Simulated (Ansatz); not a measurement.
Al₁₇As₁₆ (cell with a defect)

```xyz
33
Lattice="-5.7279 5.7279 -5.7279 -5.7279 -5.7279 5.7279 5.7279 5.7279 5.7279" Properties=species:S:1:pos:R:3 pbc="T T T"
Al   -5.6978    2.8485    2.8485
Al    0.0155    5.7580    0.0155
Al   -2.8794    2.8339    5.7434
Al   -0.0942    2.9582    2.9582
Al    2.8484    5.7580    2.8484
Al    0.0155    2.8485    8.5617
Al    0.0155    0.0155    5.7580
Al    2.8484    2.8484    5.7580
Al    5.6337    5.6337    5.6337
Al   -2.7697   -2.7697    5.6337
Al   -2.8794    5.7434    2.8339
Al    0.0155    8.5617    2.8485
Al   -2.7697    5.6337   -2.7697
Al   -5.6979    0.0155    0.0155
Al   -2.8940    2.8484    0.0155
Al   -2.8940    0.0155    2.8484
As    4.2283    4.2283    4.2283
As   -1.4320    7.1599    1.4320
As    1.4320   10.0006    1.4320
As   -1.4996    4.3635    4.3635
As   -4.2959    1.4320   -1.4320
As   -1.3644    4.2283   -1.3644
As   -1.4320    1.4320    7.1599
As   -4.2959   -1.4320    1.4320
As   -1.4552    1.4320    1.4320
As    1.4320    4.3192    1.4320
As    1.4320    1.4320   10.0006
As   -1.3644   -1.3644    4.2283
As    1.4320    1.4320    4.3192
As   -7.1366    1.4320    1.4320
As   -4.2959    4.2959    1.4320
As   -4.2959    1.4320    4.2959
Al    1.4320    1.4320    1.4320
```

Spin-polarised.

These are results of DFT PBE, scalar-relativistic, plane waves, PAW in Ansatz, not measurements.

### What will maps of the valence pseudo-density and electron localisation function show?

Al–As (2.43 Å): ρ is about 0.49 e/Å³ halfway; the ELF is about 0.90 at the midpoint.
Al–As (2.48 Å): ρ is about 0.46 e/Å³ halfway; the ELF peaks at about 0.90 between the atoms.
Al–As (2.55 Å): the density is about 0.41 e/Å³ at the midpoint; the ELF peaks at about 0.90 between the atoms.

### Does the calculation give a band gap?

It is gapless in this calculation (a metal or semimetal).

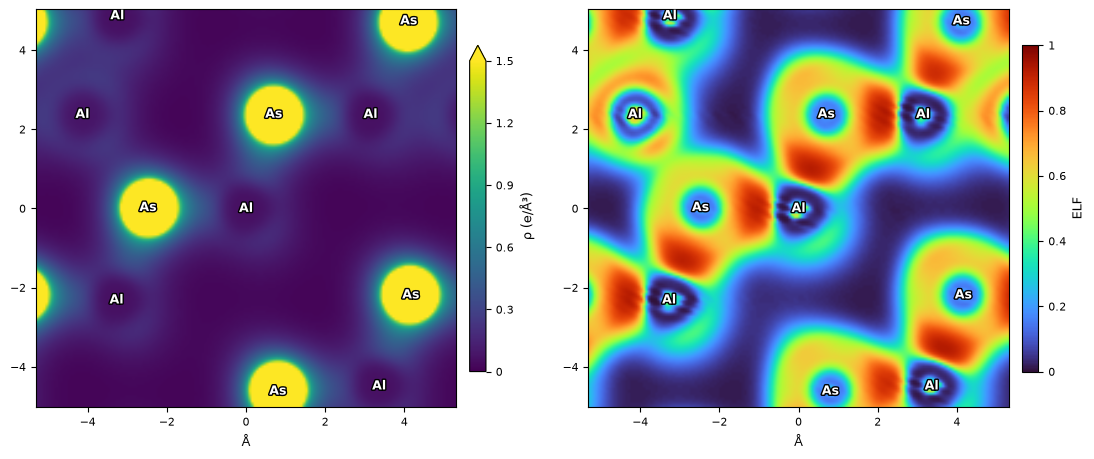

Computed valence pseudo-density and electron localisation function on the (11̄0) plane of the calculation cell, in this order. 

Core electrons are frozen (PAW), and the valence fields are smoothed inside the atomic spheres.
